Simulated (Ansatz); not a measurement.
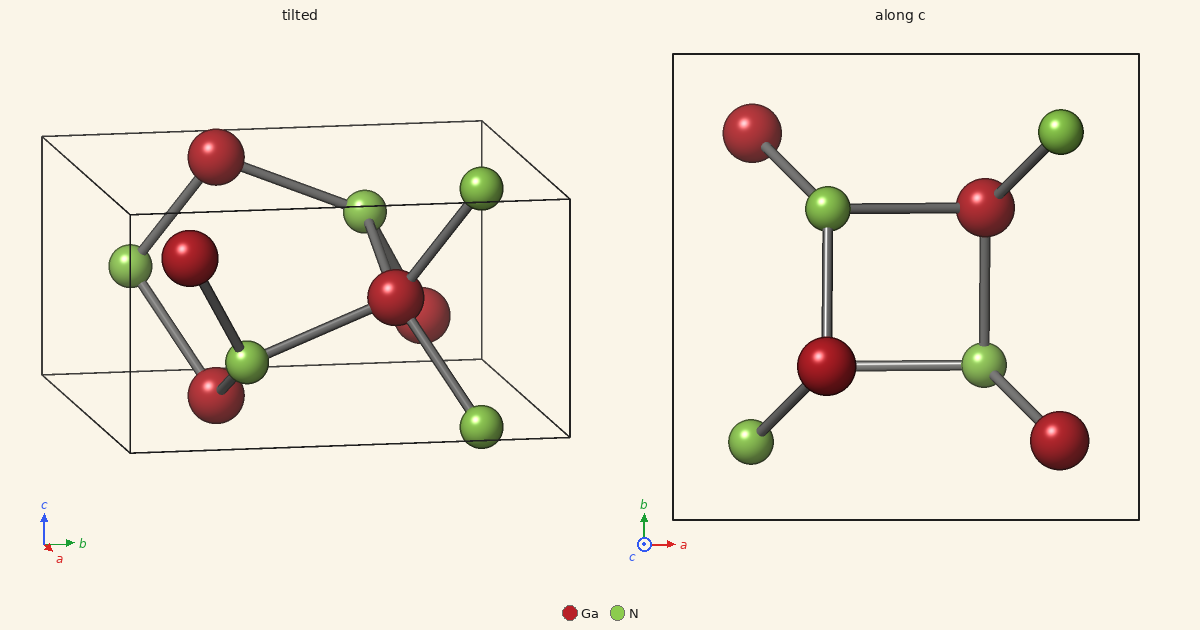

An orthographic ball-and-stick view of the structure, slightly off an axis and along the c axis. The wireframe shows the conventional unit cell. Cell: a = 5.57 Å, b = 5.57 Å, c = 3.01 Å, α = 90.00°, β = 90.00°, γ = 90.00°.

Its origin is a structure type filled with these elements by a generator (whether the compound takes this form wasn't checked). Earlier steps of the study may have refined or changed the cell and positions. Ansatz was used for an electronic-structure calculation on it.

> Describe the arrangement of the atoms.

The solid is GaN. Space group: P4_12_12 (No. 92). Lattice: primitive tetragonal. Counting shared atoms by their share gives 4 Ga, 4 N, or 8 atoms. Each Ga has four N at about 2.0 Å. Each N atom is coordinated by four Ga at about 2.0 Å. The bonds build a three-dimensional framework.

Electronic-structure method: DFT PBE, scalar-relativistic, plane waves, PAW (Ansatz 0.2.0). Parameters: a basis cut at 420 eV, 6×6×10 k-mesh, Gaussian smearing of 0.02 eV, no spin polarisation.

> Is the electronic structure metallic or gapped?

A semiconductor at this level, with a gap of 1.17 eV, indirect.

> What charge does Bader's analysis assign to each element?

Ga +1.53 e; N -1.53 e.

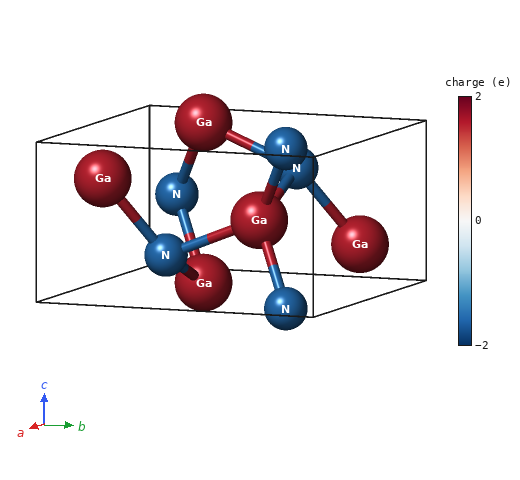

The atoms coloured by those charges. The run's cell of 8 atoms is drawn.

> Is this the optimised geometry for these settings?

Yes. All forces vanish to within 0.01 eV/Å. The pressure is 0.0 GPa, close to zero.
